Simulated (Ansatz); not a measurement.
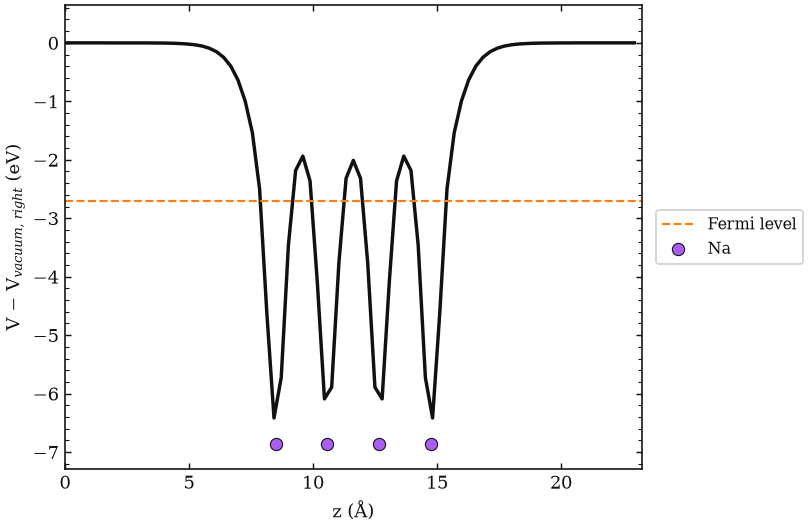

Plane-averaged electrostatic potential energy of an electron across the slab; circles at the bottom mark the heights of the atoms (positions after relaxation).

System: a (100) slab cut from Na (Im-3m), 4 atoms in the cell.

Computed with Ansatz: DFT PBEsol, scalar-relativistic, plane waves, PAW, no spin polarisation, 7×7×1 k mesh, 420 eV cutoff.

Question: Read off the work function of each face.

Answer: The work function is 2.71 eV, the same on both faces. The two vacuum levels agree, so the slab has no net dipole along its normal.

Question: How thick are slab and vacuum?

Answer: The outermost atoms are 6.3 Å apart, which leaves 17.0 Å of vacuum in a cell 23.3 Å high.
